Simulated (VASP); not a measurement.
## MoSi2: a changed input and its effect

System: MoSi2 (3 atoms in the cell).
Method of run 1: Kohn-Sham DFT of a periodic cell, PBE, VASP PAW PBE potentials, recommended, no spin polarisation (VASP 6.6.1).

The structure derives from an entry of the Crystallography Open Database. 

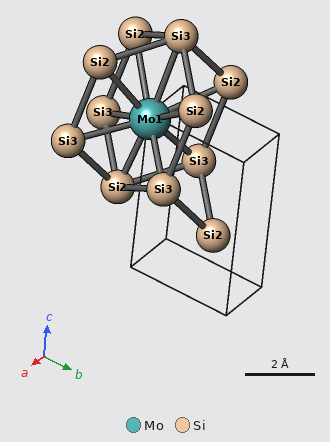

Figure 1. The input geometry (ball-and-stick view of the cell of the calculation, set on other vectors, seen slightly off an axis; bonded neighbours outside the cell are drawn too; atoms are numbered from 1 in the order of the input).

INCAR, run 1:
```
ADDGRID = F ; ALGO = Normal
EDIFF = 1E-8 ; ENCUT = 900
GGA = PE ; ISIF = 2
ISMEAR = 1 ; LASPH = T
LCHARG = F ; LREAL = F
LWAVE = F ; NBANDS = 18
NELM = 100 ; PREC = Accurate
SIGMA = 0.1
```

KPOINTS, run 1:
```
k-points
0
Gamma
  15 15 15
```

POSCAR, run 1:
```
Si2Mo
1.0
   -1.6000000000      1.6000000000      3.9305000000
    1.6000000000     -1.6000000000      3.9305000000
    1.6000000000      1.6000000000     -3.9305000000
Mo Si
1 2
Direct
   -0.0128720000      0.0152880000      0.0344780000
    0.6968840000      0.6719970000      0.0123430000
    0.3571860000      0.3365870000      0.0211040000
```

Launched with:
```bash
cat potpaw_PBE.64/Mo_sv/POTCAR potpaw_PBE.64/Si/POTCAR > POTCAR
mpirun -np 1 vasp_std > vasp.out
```

Hardware: 1 thread of Intel Xeon @ 2.90GHz (Ice Lake), 64 GiB of memory available, shared host.

OSZICAR and lines of OUTCAR (run 1):
```
N       E                     dE             d eps       ncg     rms          rms(c)
DAV:   1     0.165448129609E+03    0.16545E+03   -0.15409E+04 60768   0.178E+03
DAV:   2    -0.188028049581E+02   -0.18425E+03   -0.18024E+03 69092   0.377E+02
DAV:   3    -0.238220955580E+02   -0.50193E+01   -0.49559E+01 77550   0.520E+01
DAV:   4    -0.238577389796E+02   -0.35643E-01   -0.35575E-01 70698   0.446E+00
DAV:   5    -0.238579737319E+02   -0.23475E-03   -0.23474E-03 72796   0.414E-01    0.219E+01
DAV:   6    -0.230787384269E+02    0.77924E+00   -0.56986E+00 64396   0.156E+01    0.496E+00
DAV:   7    -0.229514508762E+02    0.12729E+00   -0.91945E-01 63498   0.572E+00    0.459E+00
DAV:   8    -0.229156921623E+02    0.35759E-01   -0.10986E-01 66124   0.245E+00    0.542E-01
DAV:   9    -0.229147548999E+02    0.93726E-03   -0.29050E-03 72476   0.447E-01    0.255E-01
DAV:  10    -0.229146758996E+02    0.79000E-04   -0.45702E-04 67658   0.177E-01    0.767E-02
DAV:  11    -0.229146760595E+02   -0.15996E-06   -0.69858E-05 67410   0.652E-02    0.229E-02
DAV:  12    -0.229146753904E+02    0.66913E-06   -0.80475E-06 68216   0.188E-02    0.746E-03
DAV:  13    -0.229146748202E+02    0.57018E-06   -0.19174E-06 66294   0.104E-02    0.946E-04
DAV:  14    -0.229146747768E+02    0.43383E-07   -0.76172E-08 67042   0.213E-03    0.376E-04
DAV:  15    -0.229146747405E+02    0.36333E-07   -0.24509E-09 34812   0.385E-04    0.201E-04
DAV:  16    -0.229146747221E+02    0.18453E-07   -0.36996E-10 33630   0.174E-04    0.269E-05
DAV:  17    -0.229146747217E+02    0.30377E-09   -0.52386E-11 32866   0.687E-05
   1 F= -.22914675E+02 E0= -.22914664E+02  d E =-.312959E-04
[... from OUTCAR:]
  free energy    TOTEN  =       -22.91467472 eV
  energy without entropy =      -22.91464343  energy(sigma->0) =      -22.91466429
 E-fermi :  12.2711     XC(G=0): -12.4133     alpha+bet :-19.6812
  free  energy   TOTEN  =       -22.9146747217 eV
  energy  without entropy=      -22.9146434258  energy(sigma->0) =      -22.91466429
```

For run 2 the input was changed thus:
```diff
-   -0.0128720000      0.0152880000      0.0344780000
-    0.6968840000      0.6719970000      0.0123430000
-    0.3571860000      0.3365870000      0.0211040000
+    0.0000000000      0.0000000000      0.0000000000
+    0.6670000000      0.6670000000      0.0000000000
+    0.3330000000      0.3330000000      0.0000000000
```

Predict how the results change.

With the same functional and potentials, run 2 lies 112.6 meV per atom lower. The pressure goes from 6.47 to 2.43 GPa. The largest force goes from 2.880 to 0.284 eV/Å. The number of SCF iterations is the same. The irreducible k-points go from 1688 to 288. On the same kind of shared host run 2 took about 0.18 times as long.

OSZICAR and lines of OUTCAR (run 2):
```
N       E                     dE             d eps       ncg     rms          rms(c)
DAV:   1     0.173736622423E+03    0.17374E+03   -0.15330E+04 10368   0.179E+03
DAV:   2    -0.190151855764E+02   -0.19275E+03   -0.18861E+03 11946   0.376E+02
DAV:   3    -0.241272485069E+02   -0.51121E+01   -0.50484E+01 13132   0.523E+01
DAV:   4    -0.241637555822E+02   -0.36507E-01   -0.36454E-01 12062   0.446E+00
DAV:   5    -0.241639956844E+02   -0.24010E-03   -0.24009E-03 12200   0.408E-01    0.214E+01
DAV:   6    -0.234145404317E+02    0.74946E+00   -0.58847E+00 10946   0.157E+01    0.467E+00
DAV:   7    -0.232875174033E+02    0.12702E+00   -0.90076E-01 10820   0.571E+00    0.444E+00
DAV:   8    -0.232531871207E+02    0.34330E-01   -0.99483E-02 11220   0.235E+00    0.448E-01
DAV:   9    -0.232525016207E+02    0.68550E-03   -0.19418E-03 12430   0.368E-01    0.253E-01
DAV:  10    -0.232524618115E+02    0.39809E-04   -0.50712E-04 11554   0.193E-01    0.528E-02
DAV:  11    -0.232524498467E+02    0.11965E-04   -0.17339E-04 11358   0.989E-02    0.420E-02
DAV:  12    -0.232524468399E+02    0.30068E-05   -0.26218E-05 11018   0.364E-02    0.825E-03
DAV:  13    -0.232524462442E+02    0.59577E-06   -0.13018E-06 11244   0.964E-03    0.252E-03
DAV:  14    -0.232524460754E+02    0.16873E-06   -0.46462E-08  9992   0.148E-03    0.578E-04
DAV:  15    -0.232524460394E+02    0.36048E-07   -0.42679E-09  5864   0.481E-04    0.815E-04
DAV:  16    -0.232524460554E+02   -0.15960E-07   -0.98824E-10  5664   0.231E-04    0.102E-04
DAV:  17    -0.232524460556E+02   -0.24784E-09   -0.56601E-11  5538   0.617E-05
   1 F= -.23252446E+02 E0= -.23252363E+02  d E =-.249313E-03
[... from OUTCAR:]
  free energy    TOTEN  =       -23.25244606 eV
  energy without entropy =      -23.25219674  energy(sigma->0) =      -23.25236295
 E-fermi :  12.2632     XC(G=0): -12.4278     alpha+bet :-19.6812
  free  energy   TOTEN  =       -23.2524460556 eV
  energy  without entropy=      -23.2521967427  energy(sigma->0) =      -23.25236295
```

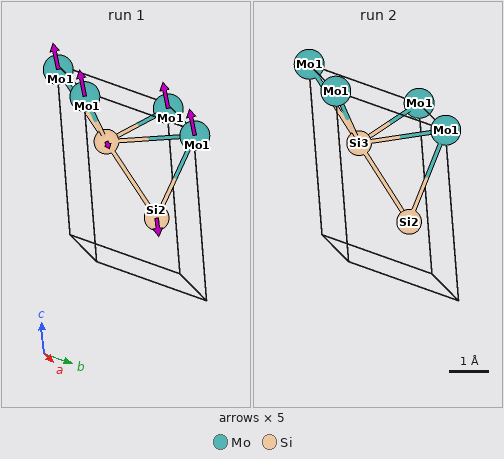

Figure 2. The two input geometries at one scale (ball-and-stick view of the reduced cell, seen slightly off an axis). The pink arrows on the first give the shifts of the atoms relative to the cell, with their mean removed, magnified 5 times. Mo1 moves most: 0.15 Å. Largest moves by element: Mo 0.15 Å, Si 0.10 Å. (The mean shift of all atoms is removed.) The cell stays as it was. Among the contacts that change: Mo1–Si2 2.831 → 2.616 Å, Mo1–Si3 2.446 → 2.616 Å, Si2–Si3 2.688 → 2.626 Å.

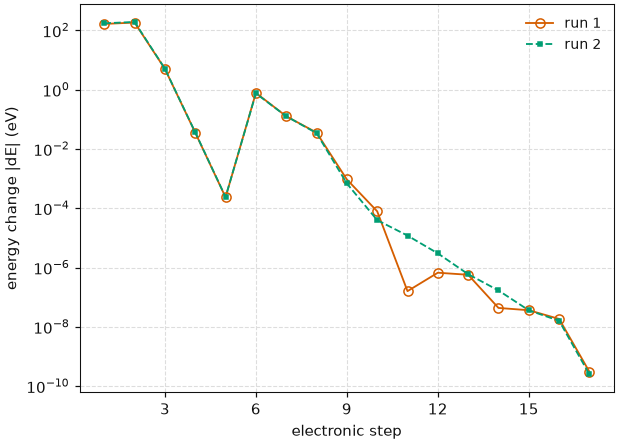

Figure 3. Convergence of the two runs: energy change |dE| against the electronic step. Run 1 takes 17 steps in all, and run 2 takes 17.

The two runs side by side:

| quantity | run 1 | run 2 |
| --- | --- | --- |
| outcome | converged | converged |
| free energy per atom (eV) | −7.6382 | −7.7508 |
| gap on the mesh (eV) | 0.00 | 0.00 |
| pressure (GPa) | 6.47 | 2.43 |
| largest force (eV/Å) | 2.880 | 0.284 |
| SCF iterations | 17 | 17 |
| irreducible k-points | 1688 | 288 |
| plane waves at Γ | 2486 | 2486 |

For run 1: The cell is under a pressure of 6.5 GPa at this level, so it is not at its equilibrium volume.
